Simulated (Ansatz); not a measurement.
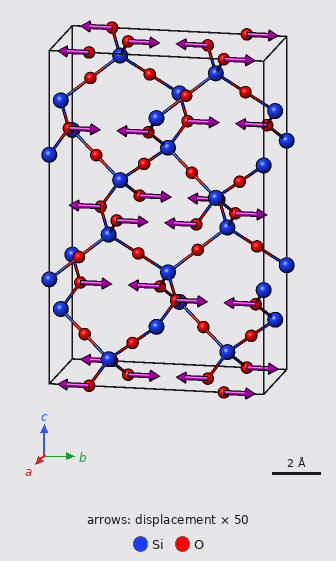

This is a relaxation of crystalline SiO2 (set up in Fddd). The starting structure is drawn; purple arrows show the displacements (the part carried along by the change of the cell is left out), magnified 50 times.

Style: ball-and-stick. Shown: the conventional cell (4 times the calculation's cell), slightly off an axis. Lengths and directions refer to the drawn axes.

Case: relaxed at 3 GPa.

Computed with Ansatz 0.2.0, DFT LDA, scalar-relativistic, plane waves, PAW.

Input file:
```yaml
crystal:
  lattice:
    - [0.0, 4.6545238913, 7.2727948415]
    - [2.3251224395, 0.0, 7.2727948415]
    - [2.3251224395, 4.6545238913, 0.0]
  atoms:
    - { symbol: Si, position: [0.5630813687, 0.5630813687, 0.9369186313] }
    - { symbol: Si, position: [0.3130813687, 0.3130813687, 0.6869186313] }
    - { symbol: Si, position: [0.6869186313, 0.6869186313, 0.3130813687] }
    - { symbol: Si, position: [0.9369186313, 0.9369186313, 0.5630813687] }
    - { symbol: O, position: [0.625, 0.125, 0.625] }
    - { symbol: O, position: [0.625, 0.625, 0.125] }
    - { symbol: O, position: [0.625, 0.625, 0.625] }
    - { symbol: O, position: [0.125, 0.625, 0.625] }
    - { symbol: O, position: [0.1856430184, 0.8143569816, 0.1856430184] }
    - { symbol: O, position: [0.8143569816, 0.1856430184, 0.8143569816] }
    - { symbol: O, position: [0.4356430184, 0.0643569816, 0.4356430184] }
    - { symbol: O, position: [0.0643569816, 0.4356430184, 0.0643569816] }
basis:
  ecutwfc: 420
kpoints:
  mp_grid: { grid: [6, 6, 6] }
hamiltonian:
  xc: lda
scf:
  occupations: { method: gaussian, width: 0.02 }
output:
  forces: true
  stress: true
  eigenvalues: true
relax:
  adjacent_minimum: "off"
  f_tol: 0.008
  max_steps: 50
  cell: { stress_tol: 0.08, p_target: 3.0 }
```

Run as
```bash
ansatz run input.yaml --threads 2 --pin off --max-ram 5120MiB --backend cpu --events-out ev --progress --plain --runs-dir out
```

Question: Atoms of which element are displaced furthest, and by how much?

Answer: Oxygen: up to 0.028 Å, against 0.005 Å for silicon.

Question: What did the optimiser do to the structure, and how much energy did it gain?

Answer: After 5 accepted moves (6 points after the start) the energy has fallen by 41.5 meV per cell of the calculation. With the target pressure of 3 GPa, the enthalpy E + pV changes by −28.3 meV per cell of the calculation. The largest force component goes from 0.4 to under 0.0001 eV/Å. The pressure goes from 5.60 to 3.04 GPa. The SCF was repeated once at an unchanged geometry on a basis and grid sized afresh for the cell, which shifted the energy by 3.7 meV per cell of the calculation at most. The largest moves relative to the cell, 0.028 Å, are those of O9, O10, O11 and O12. O12 goes along +b. By element the largest moves are O 0.028 Å, Si 0.005 Å. The volume changes by +0.4 %, with a 4.650 → 4.653 Å (+0.1 %), b 9.309 → 9.310 Å (0.0 %), c 14.546 → 14.601 Å (+0.4 %). Among the contacts that change: Si1–O10 1.598 → 1.608 Å, Si1–O6 1.582 → 1.587 Å. The space group stays Fddd (No. 70).
